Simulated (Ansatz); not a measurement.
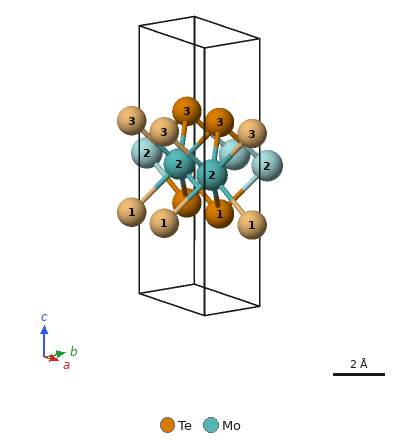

*The structure as given in the input (ball-and-stick view of the 2 × 1 repeat of the cell, with the vacuum cut short, seen slightly off an axis; neighbours outside the cell are drawn fainter; atoms are numbered from 1 in the order of the input). An atom can appear more than once, as a periodic image.*

Near neighbours in the periodic cell (some may lie outside the picture): Te has 3 Mo at 2.72 Å; Mo has 6 Te at 2.72 Å.

# Geometry relaxation of MoTe2 (part 1 of 2)

MoTe2 (slab, 3 atoms in the cell), computed with DFT PBE+D3(BJ), scalar-relativistic, plane waves, PAW, no spin polarisation (Ansatz 0.2.0).

The structure derives from an entry of the Crystallography Open Database. It belongs to a series of runs on one base structure; here: one layer taken out of the bulk. Figures and captions count atoms from 1; the log counts them from 0 in places.

**What the program printed**
```
Engine: ansatz 0.2.0, x86_64-unknown-linux-gnu
Pseudopotentials: kind: paw
Pseudopotential: Te, paw, valence charge 16, recommended cutoff 420 eV (normal), Te.paw.azcp
Pseudopotential: Mo, paw, valence charge 14, recommended cutoff 420 eV (normal), Mo.paw.azcp
Functional definition: PBE
  parameter kappa = 0.804
  parameter beta = 0.06672455060314922
  exchange = pbe_x(kappa = kappa, mu = beta*pi^2/3)
  correlation = pbe_c(beta = beta)
Crystal: 3 atoms, lattice volume = 352.232 Å³
Basis set: ecut = 420 eV, 6885 PW (Γ), exchange–correlation on 48×48×450 points (8 copies of the dense FFT grid, shifted against one another)
Bands: 28, of which v1, the nominal top of the filled ones, is band 23 counted from 1 (22 counted from 0)
Symmetry: 12 space group operations
Space group: P-6m2 (ITA 187), of the structure as read, at distance tolerance 7.1e-5 Å
k-points: 19 of 144 (time reversal used)
Non-local potential: Te, projectors of the file, l = 0: 2, l = 1: 2, l = 2: 2, l = 3: 2
Non-local potential: Mo, projectors of the file, l = 0: 3, l = 1: 2, l = 2: 2, l = 3: 1
PAW form: soft (Blöchl's): semilocal exchange-correlation on the pseudo side does not see the compensation charge
PAW one-centre angular grid: Te, 590 points (default); XC on 64 Gauss nodes
PAW one-centre angular grid: Mo, 590 points (default); XC on 64 Gauss nodes
Initial density: superposition of atomic densities (neutral atoms: chi_scale 0, normalization atom), corrected by the library's trained network
Initial wavefunctions: pseudopotential atomic-orbital guess
Functional: x = pbe(κ = 0.804, μ = 0.2195149727645171), c = pbe(β = 0.06672455060314922)
SCF iter   1: F=—  HF=-18917.907001 eV  |F-HF|=—  |Δ(HF+E_count)|=         —  Δρ=2.29e-3  dr2=7.28e-3  ethr=1.77e-3  ⟨swp⟩=17.7  Hψ=4130  notcnv=0
preconditioner: auto → Resta (q_TF=auto, 1.943 Å⁻¹)  ε∞=2.3  [insulator: Δε(μ)=1.227 eV  Ē_g=7.306 eV  σ=0.020 eV  W_gap=1.00  n_scr=20 (ndim 8)  ℏωp=8.4 eV  f_vac=0.765  D(μ)=0.00/eV (n_scr^D=0)  ε∞_Penn≈2.3  vacuum switching on, ρ_ref=3.9e-3 e/Å³]
SCF iter   2: F=—  HF=-18917.912086 eV  |F-HF|=—  |Δ(HF+E_count)|=   5.08e-3  Δρ=1.21e-3  dr2=2.36e-3  ethr=1.58e-5  ⟨swp⟩=4.0  Hψ=1425  notcnv=0  defer=19
SCF iter   3: F=—  HF=-18917.915171 eV  |F-HF|=—  |Δ(HF+E_count)|=   3.09e-3  Δρ=9.24e-4  dr2=9.09e-3  ethr=5.14e-6  ⟨swp⟩=3.1  Hψ=1009  notcnv=0  defer=19  recentre
SCF iter   4: F=—  HF=-18917.914465 eV  |F-HF|=—  |Δ(HF+E_count)|=   7.06e-4  Δρ=1.31e-4  dr2=9.14e-5  ethr=5.14e-6  ⟨swp⟩=2.6  Hψ=792  notcnv=0  defer=19
SCF iter   5: F=—  HF=-18917.914459 eV  |F-HF|=—  |Δ(HF+E_count)|=   5.94e-6  Δρ=3.83e-5  dr2=3.55e-6  ethr=1.99e-7  ⟨swp⟩=2.9  Hψ=942  notcnv=0  defer=19
SCF iter   6: F=—  HF=-18917.914464 eV  |F-HF|=—  |Δ(HF+E_count)|=   4.33e-6  Δρ=1.13e-5  dr2=4.65e-7  ethr=7.71e-9  ⟨swp⟩=3.8  Hψ=1212  notcnv=0  defer=19
SCF iter   7: F=-18917.914465 eV  HF=-18917.914465 eV  |F-HF|=8.54e-8  |Δ(HF+E_count)|=   1.26e-6  Δρ=2.85e-6  dr2=3.10e-8  ethr=2.17e-10  ⟨swp⟩=26.5  Hψ=5607  notcnv=0
SCF 1 converged in 7 iterations: F = -18917.914465 eV  dr2 = 3.10e-8
  greatest PAW one-centre occupation: 0.998 electrons in one spin orbital (limit 2), on the Mo atom at site 1 (counted from 0), in its partial waves of l = 0
relax step   1: F+E_penalty+E_count = -18917.91446509 eV  Δ(F+E_penalty+E_count) = +0.000e0 eV  max|allowed force component| = 3.141e-2 eV/Å  Δτ_max = 0.0000 Å  P = +0.305 N/m  Ω = 352.232 Å³  fix = [c, alpha, beta]  reactions: c +0.000 N/m  (7 SCF iters, dr2 threshold 1.00e-7 eV, accepted)
Crystal: 3 atoms, lattice volume = 354.063 Å³
Basis set: ecut = 420 eV, 6897 PW (Γ), exchange–correlation on 48×48×450 points (8 copies of the dense FFT grid, shifted against one another)
Initial density: handed on by an earlier stage of this run
Initial wavefunctions: those handed on with the density
iter 1 solved again at ethr=2.02e-6 eV; its pass at ethr=3.10e-3 eV (dr2=9.27e-4 eV) is discarded
SCF iter   1: F=—  HF=-18917.914583 eV  |F-HF|=—  |Δ(HF+E_count)|=         —  Δρ=2.64e-4  dr2=9.29e-4  ethr=2.02e-6  ⟨swp⟩=3.0  Hψ=3709  notcnv=0
preconditioner: auto → Resta (q_TF=auto, 1.942 Å⁻¹)  ε∞=2.3  [insulator: Δε(μ)=1.192 eV  Ē_g=7.264 eV  σ=0.020 eV  W_gap=1.00  n_scr=20 (ndim 8)  ℏωp=8.4 eV  f_vac=0.763  D(μ)=0.00/eV (n_scr^D=0)  ε∞_Penn≈2.3  vacuum switching on, ρ_ref=3.8e-3 e/Å³]
SCF iter   2: F=—  HF=-18917.914728 eV  |F-HF|=—  |Δ(HF+E_count)|=   1.45e-4  Δρ=4.28e-4  dr2=2.23e-3  ethr=2.02e-6  ⟨swp⟩=2.9  Hψ=848  notcnv=0  recentre
SCF iter   3: F=—  HF=-18917.914486 eV  |F-HF|=—  |Δ(HF+E_count)|=   2.42e-4  Δρ=6.76e-5  dr2=1.72e-5  ethr=2.02e-6  ⟨swp⟩=2.9  Hψ=813  notcnv=0
SCF iter   4: F=—  HF=-18917.914449 eV  |F-HF|=—  |Δ(HF+E_count)|=   3.69e-5  Δρ=1.65e-5  dr2=1.21e-6  ethr=3.74e-8  ⟨swp⟩=3.8  Hψ=1244  notcnv=0
SCF iter   5: F=-18917.914449 eV  HF=-18917.914449 eV  |F-HF|=2.65e-8  |Δ(HF+E_count)|=   4.19e-8  Δρ=5.20e-6  dr2=5.40e-8  ethr=2.73e-10  ⟨swp⟩=16.5  Hψ=5921  notcnv=0
SCF 2 converged in 5 iterations: F = -18917.914449 eV  dr2 = 5.40e-8
relax step   2: F+E_penalty+E_count = -18917.91444923 eV  Δ(F+E_penalty+E_count) = +1.585e-5 eV  max|allowed force component| = 6.970e-2 eV/Å  Δτ_max = 0.0039 Å  P = -0.179 N/m  Ω = 354.063 Å³  energy of the carried Pulay correction = -7.558e-5 eV  fix = [c, alpha, beta]  reactions: c -0.000 N/m  (5 SCF iters, dr2 threshold 1.25e-7 eV, accepted)
Crystal: 3 atoms, lattice volume = 354.252 Å³
iter 1 solved again at ethr=6.81e-7 eV; its pass at ethr=3.10e-3 eV (dr2=3.13e-4 eV) is discarded
SCF iter   1: F=—  HF=-18917.914836 eV  |F-HF|=—  |Δ(HF+E_count)|=         —  Δρ=2.28e-4  dr2=2.93e-4  ethr=6.81e-7  ⟨swp⟩=3.0  Hψ=3381  notcnv=0
preconditioner: auto → Resta (q_TF=auto, 1.941 Å⁻¹)  ε∞=2.3  [insulator: Δε(μ)=1.179 eV  Ē_g=7.276 eV  σ=0.020 eV  W_gap=1.00  n_scr=20 (ndim 8)  ℏωp=8.4 eV  f_vac=0.764  D(μ)=0.00/eV (n_scr^D=0)  ε∞_Penn≈2.3  vacuum switching on, ρ_ref=3.8e-3 e/Å³]
SCF iter   2: F=—  HF=-18917.914826 eV  |F-HF|=—  |Δ(HF+E_count)|=   9.66e-6  Δρ=2.25e-4  dr2=5.83e-4  ethr=6.38e-7  ⟨swp⟩=2.4  Hψ=747  notcnv=0
SCF iter   3: F=—  HF=-18917.914767 eV  |F-HF|=—  |Δ(HF+E_count)|=   5.93e-5  Δρ=8.20e-5  dr2=4.10e-5  ethr=6.38e-7  ⟨swp⟩=3.0  Hψ=812  notcnv=0
SCF iter   4: F=—  HF=-18917.914762 eV  |F-HF|=—  |Δ(HF+E_count)|=   4.75e-6  Δρ=2.14e-5  dr2=1.07e-6  ethr=8.91e-8  ⟨swp⟩=2.3  Hψ=772  notcnv=0
SCF iter   5: F=-18917.914762 eV  HF=-18917.914762 eV  |F-HF|=5.58e-8  |Δ(HF+E_count)|=   1.77e-7  Δρ=4.79e-6  dr2=1.34e-7  ethr=6.52e-10  ⟨swp⟩=19.4  Hψ=5704  notcnv=0
SCF 3 converged in 5 iterations: F = -18917.914762 eV  dr2 = 1.34e-7
relax step   3: F+E_penalty+E_count = -18917.91476181 eV  Δ(F+E_penalty+E_count) = -3.126e-4 eV  max|allowed force component| = 1.559e-2 eV/Å  Δτ_max = 0.0066 Å  P = -0.037 N/m  Ω = 354.252 Å³  energy of the carried Pulay correction = -8.340e-5 eV  fix = [c, alpha, beta]  reactions: c -0.000 N/m  (5 SCF iters, dr2 threshold 3.00e-7 eV, accepted)
Crystal: 3 atoms, lattice volume = 353.743 Å³
iter 1 solved again at ethr=3.50e-8 eV; its pass at ethr=3.10e-3 eV (dr2=1.61e-5 eV) is discarded
SCF iter   1: F=—  HF=-18917.914862 eV  |F-HF|=—  |Δ(HF+E_count)|=         —  Δρ=6.02e-5  dr2=1.90e-5  ethr=3.50e-8  ⟨swp⟩=4.2  Hψ=3898  notcnv=0
preconditioner: auto → Resta (q_TF=auto, 1.942 Å⁻¹)  ε∞=2.3  [insulator: Δε(μ)=1.190 eV  Ē_g=7.280 eV  σ=0.020 eV  W_gap=1.00  n_scr=20 (ndim 8)  ℏωp=8.4 eV  f_vac=0.763  D(μ)=0.00/eV (n_scr^D=0)  ε∞_Penn≈2.3  vacuum switching on, ρ_ref=3.8e-3 e/Å³]
SCF iter   2: F=—  HF=-18917.914841 eV  |F-HF|=—  |Δ(HF+E_count)|=   2.09e-5  Δρ=2.81e-5  dr2=1.82e-6  ethr=3.50e-8  ⟨swp⟩=3.9  Hψ=1099  notcnv=0
SCF iter   3: F=—  HF=-18917.914829 eV  |F-HF|=—  |Δ(HF+E_count)|=   1.19e-5  Δρ=1.46e-5  dr2=1.85e-6  ethr=3.95e-9  ⟨swp⟩=3.3  Hψ=895  notcnv=0
SCF iter   4: F=—  HF=-18917.914829 eV  |F-HF|=—  |Δ(HF+E_count)|=   5.59e-8  Δρ=1.16e-5  dr2=1.22e-6  ethr=3.95e-9  ⟨swp⟩=2.7  Hψ=744  notcnv=0
SCF iter   5: F=—  HF=-18917.914829 eV  |F-HF|=—  |Δ(HF+E_count)|=   9.20e-8  Δρ=4.99e-6  dr2=2.21e-7  ethr=2.65e-9  ⟨swp⟩=1.9  Hψ=649  notcnv=0
SCF iter   6: F=-18917.914829 eV  HF=-18917.914829 eV  |F-HF|=3.28e-9  |Δ(HF+E_count)|=   1.57e-8  Δρ=9.96e-7  dr2=8.03e-9  ethr=3.30e-11  ⟨swp⟩=13.9  Hψ=5216  notcnv=0
SCF 4 converged in 6 iterations: F = -18917.914829 eV  dr2 = 8.03e-9
relax step   4: F+E_penalty+E_count = -18917.91482898 eV  Δ(F+E_penalty+E_count) = -6.717e-5 eV  max|allowed force component| = 2.580e-4 eV/Å  Δτ_max = 0.0021 Å  P = +0.010 N/m  Ω = 353.743 Å³  energy of the carried Pulay correction = -6.241e-5 eV  fix = [c, alpha, beta]  reactions: c +0.000 N/m  (6 SCF iters, dr2 threshold 1.52e-8 eV, accepted)
Initial wavefunctions: pseudopotential atomic-orbital guess (no wavefunctions were taken with the density)
iter 1 solved again at ethr=2.40e-7 eV; its pass at ethr=3.10e-3 eV (dr2=1.10e-4 eV) is discarded
SCF iter   1: F=—  HF=-18917.914353 eV  |F-HF|=—  |Δ(HF+E_count)|=         —  Δρ=2.71e-5  dr2=6.87e-8  ethr=2.40e-7  ⟨swp⟩=6.2  Hψ=6374  notcnv=0
eigensolver tolerance schedule: the retry pair's looser diagonalisation over-reported the residual by 1607.55 of it (diagonalisation noise at 0.14 of the residual, at the tolerance the schedule requests for it); recorded, not acted on — ethr = c·dr2/N_el stays at c = 1.0e-1
preconditioner: auto → Resta (q_TF=auto, 1.942 Å⁻¹)  ε∞=2.3  [insulator: Δε(μ)=1.190 eV  Ē_g=7.278 eV  σ=0.020 eV  W_gap=1.00  n_scr=20 (ndim 8)  ℏωp=8.4 eV  f_vac=0.763  D(μ)=0.00/eV (n_scr^D=0)  ε∞_Penn≈2.3  vacuum switching on, ρ_ref=3.8e-3 e/Å³]
SCF iter   2: F=—  HF=-18917.914671 eV  |F-HF|=—  |Δ(HF+E_count)|=   3.18e-4  Δρ=1.36e-5  dr2=4.02e-8  ethr=1.49e-10  ⟨swp⟩=4.8  Hψ=1646  notcnv=0
SCF iter   3: F=—  HF=-18917.914825 eV  |F-HF|=—  |Δ(HF+E_count)|=   1.54e-4  Δρ=6.24e-6  dr2=1.19e-7  ethr=8.73e-11  ⟨swp⟩=4.3  Hψ=1070  notcnv=0  recentre
SCF iter   4: F=—  HF=-18917.914885 eV  |F-HF|=—  |Δ(HF+E_count)|=   5.98e-5  Δρ=6.21e-7  dr2=8.21e-10  ethr=8.73e-11  ⟨swp⟩=2.8  Hψ=807  notcnv=0
SCF iter   5: F=—  HF=-18917.914887 eV  |F-HF|=—  |Δ(HF+E_count)|=   2.49e-6  Δρ=1.87e-7  dr2=1.80e-10  ethr=1.79e-12  ⟨swp⟩=4.3  Hψ=1123  notcnv=0
SCF iter   6: F=—  HF=-18917.914888 eV  |F-HF|=—  |Δ(HF+E_count)|=   2.53e-7  Δρ=4.51e-8  dr2=8.58e-12  ethr=1.00e-12  ⟨swp⟩=2.3  Hψ=668  notcnv=0
SCF iter   7: F=-18917.914888 eV  HF=-18917.914888 eV  |F-HF|=4.35e-9  |Δ(HF+E_count)|=   4.12e-8  Δρ=1.48e-8  dr2=5.63e-13  ethr=1.00e-12  ⟨swp⟩=13.3  Hψ=3406  notcnv=0
SCF 5 converged in 7 iterations: F = -18917.914888 eV  dr2 = 5.63e-13
relax step   5: F+E_penalty+E_count = -18917.91488765 eV  Δ(F+E_penalty+E_count) = -5.867e-5 eV  max|allowed force component| = 2.270e-4 eV/Å  Δτ_max = 0.0000 Å  P = +0.009 N/m  Ω = 353.743 Å³  fix = [c, alpha, beta]  reactions: c +0.000 N/m  stress off target by 9.45e-3 N/m on what of the cell is left free  SCF on the basis re-selected at this cell (its energy is not comparable with the rows above)  (7 SCF iters)
```

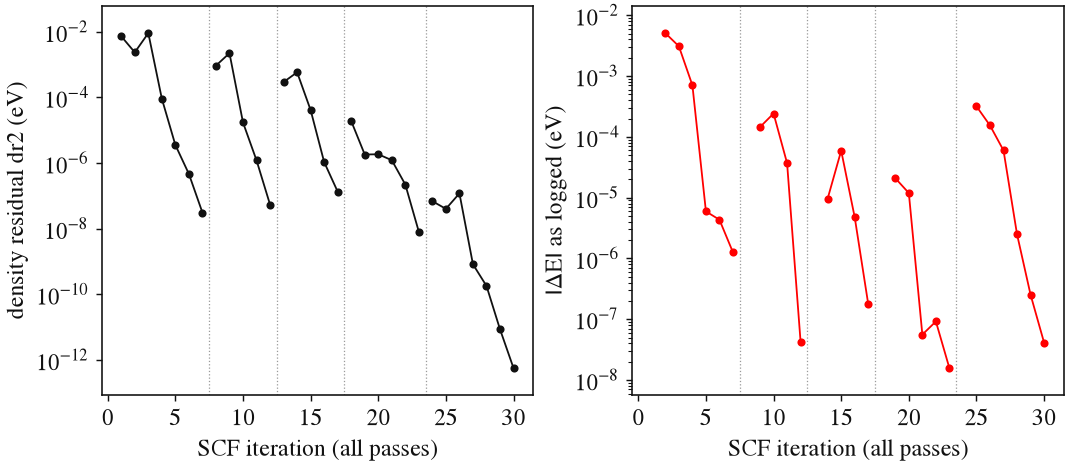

*Convergence of the self-consistent field: density residual dr2 and size of the energy change against the SCF iteration. The dotted lines part the SCF passes of the relaxation: geometry steps, rejected trials and re-solves on a re-selected basis.*

The 5 passes take 5 to 7 iterations each, 30 in all.

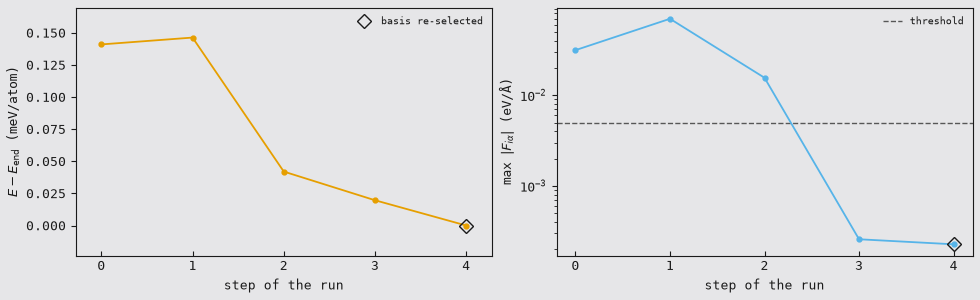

*Progress of the relaxation, step by step (the first geometry is step 0 here and step 1 in the log).*

The atoms keep their places relative to the cell (all moves are under 0.005 Å). The energy falls by 0.1 meV per atom in 3 geometry steps. Largest force component: 0.031 eV/Å at the start, 0.00023 eV/Å at the end. A last SCF at the same geometry on a re-selected plane-wave basis shifts the energy by next to nothing (0.0 meV per atom).
